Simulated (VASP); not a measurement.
## MnF$_{2}$: geometry relaxation (part 4 of 4)

Continued. System: MnF$_{2}$ (6 atoms in the cell). Method: Kohn-Sham DFT of a periodic cell, RPBE, VASP PAW PBE potentials, recommended, spin-polarised (VASP 6.6.1); cutoff 600 eV, 5×5×6 k-mesh, fermi-dirac of 0.05 eV, collinear spins. The structure derives from an entry of the Crystallography Open Database.

Geometry of the input (Å; fractional positions):
```
4.8738  0.0000  0.0000
0.0000  4.8738  0.0000
0.0000  0.0000  3.3107
Mn 0.5000  0.5000  0.5000
Mn 0.0000  0.0000  0.0000
F  0.8053  0.1947  0.5000
F  0.6947  0.6947  0.0000
F  0.1947  0.8053  0.5000
F  0.3053  0.3053  0.0000
```

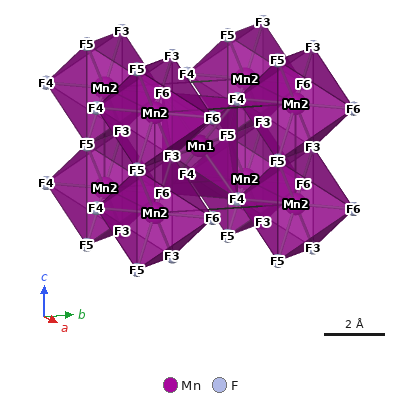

Fig. 1: The geometry at step 3 of the log (polyhedral view of the cell of the calculation, seen slightly off an axis; polyhedra are completed across the faces of the cell; atoms are numbered from 1 in the order of the input).

**Trajectory as extended XYZ (Å, eV, eV/Å), 7 frames, from step=0 to step=6**
```
6
Lattice="4.8738 0.0000 0.0000 0.0000 4.8738 0.0000 0.0000 0.0000 3.3107" Properties=species:S:1:pos:R:3:forces:R:3 step=0 energy=-37.82585
Mn    2.4369    2.4369    1.6554    0.0000   0.0000   0.0000
Mn    0.0000    0.0000    0.0000    0.0000   0.0000   0.0000
F     3.9249    0.9489    1.6554   -0.0554   0.0554   0.0000
F     3.3858    3.3858    0.0000    0.0554   0.0554   0.0000
F     0.9489    3.9249    1.6554    0.0554  -0.0554   0.0000
F     1.4880    1.4880    0.0000   -0.0554  -0.0554   0.0000
6
Lattice="5.0194 -0.0000 0.0000 -0.0000 5.0194 0.0000 0.0000 0.0000 3.4217" Properties=species:S:1:pos:R:3:forces:R:3 step=1 energy=-37.98040
Mn    2.5097    2.5097    1.7108    0.0000   0.0000   0.0000
Mn    5.0194    0.0000    0.0000    0.0000   0.0000   0.0000
F     4.0394    0.9800    1.7108    0.0257  -0.0257   0.0000
F     3.4897    3.4897    0.0000   -0.0257  -0.0257   0.0000
F     0.9800    4.0394    1.7108   -0.0257   0.0257   0.0000
F     1.5297    1.5297    3.4217    0.0257   0.0257   0.0000
6
Lattice="5.0047 -0.0000 0.0000 -0.0000 5.0047 0.0000 0.0000 0.0000 3.4105" Properties=species:S:1:pos:R:3:forces:R:3 step=2 energy=-37.98198
Mn    2.5024    2.5024    1.7052    0.0000   0.0000   0.0000
Mn    0.0000    0.0000    0.0000    0.0000   0.0000   0.0000
F     4.0278    0.9769    1.7052    0.0196  -0.0196   0.0000
F     3.4793    3.4793    0.0000   -0.0196  -0.0196   0.0000
F     0.9769    4.0278    1.7052   -0.0196   0.0196   0.0000
F     1.5255    1.5255    0.0000    0.0196   0.0196   0.0000
6
Lattice="5.0073 -0.0000 0.0000 -0.0000 5.0073 0.0000 0.0000 0.0000 3.4125" Properties=species:S:1:pos:R:3:forces:R:3 step=3 energy=-37.98195
Mn    2.5037    2.5037    1.7062    0.0000   0.0000   0.0000
Mn    5.0073    0.0000    0.0000    0.0000   0.0000   0.0000
F     4.0299    0.9775    1.7062    0.0207  -0.0207   0.0000
F     3.4811    3.4811    0.0000   -0.0207  -0.0207   0.0000
F     0.9775    4.0299    1.7062   -0.0207   0.0207   0.0000
F     1.5262    1.5262    3.4125    0.0207   0.0207   0.0000
6
Lattice="5.0161 -0.0000 0.0000 0.0000 5.0161 0.0000 0.0000 0.0000 3.4036" Properties=species:S:1:pos:R:3:forces:R:3 step=4 energy=-37.98348
Mn    2.5081    2.5081    1.7018    0.0000   0.0000   0.0000
Mn    0.0000    0.0000    0.0000    0.0000   0.0000   0.0000
F     4.0379    0.9782    1.7018    0.0159  -0.0159   0.0000
F     3.4863    3.4863    0.0000   -0.0159  -0.0159   0.0000
F     0.9782    4.0379    1.7018   -0.0159   0.0159   0.0000
F     1.5298    1.5298    0.0000    0.0159   0.0159   0.0000
6
Lattice="5.0425 0.0000 0.0000 0.0000 5.0425 0.0000 0.0000 0.0000 3.3771" Properties=species:S:1:pos:R:3:forces:R:3 step=5 energy=-37.98552
Mn    2.5213    2.5213    1.6886    0.0000   0.0000   0.0000
Mn    0.0000    5.0425    0.0000    0.0000   0.0000   0.0000
F     4.0619    0.9806    1.6886    0.0019  -0.0019   0.0000
F     3.5018    3.5018    0.0000   -0.0019  -0.0019   0.0000
F     0.9806    4.0619    1.6886   -0.0019   0.0019   0.0000
F     1.5407    1.5407    3.3771    0.0019   0.0019   0.0000
6
Lattice="5.0432 0.0000 0.0000 0.0000 5.0432 0.0000 0.0000 0.0000 3.3764" Properties=species:S:1:pos:R:3:forces:R:3 step=6 energy=-37.98552
Mn    2.5216    2.5216    1.6882    0.0000   0.0000   0.0000
Mn    0.0000    0.0000    0.0000    0.0000   0.0000   0.0000
F     4.0626    0.9806    1.6882    0.0018  -0.0018   0.0000
F     3.5022    3.5022    0.0000   -0.0018  -0.0018   0.0000
F     0.9806    4.0626    1.6882   -0.0018   0.0018   0.0000
F     1.5410    1.5410    0.0000    0.0018   0.0018   0.0000
```

**Key numbers**

- outcome: converged
- space group (tolerance 0.01 Å): P4₂/mnm (136)
- electrons treated: 54
- free energy: −37.9855 eV
- Fermi energy: 3.138 eV
- gap on the k-point mesh: 1.55 eV
- net moment of the cell: 10.00 μB
- pressure: −0.08 GPa
- final volume: 85.88 Å³
- largest force (length of the vector) at the end: 0.003 eV/Å
- final cell: a = 5.043 Å, b = 5.043 Å, c = 3.376 Å, α = 90.00°, β = 90.00°, γ = 90.00°
- hardware: 1 thread of Intel Xeon (Granite Rapids), 64 GiB of memory available, shared host
- wall time: 5.1 min
- peak memory: 0.3 GiB

**Notes**

Semilocal DFT without U tends to delocalise the d electrons of such compounds and to underestimate the gap. The volume changed by more than 5 % on the plane waves of the start, so the result carries a basis error; a second relaxation from the end is advised.
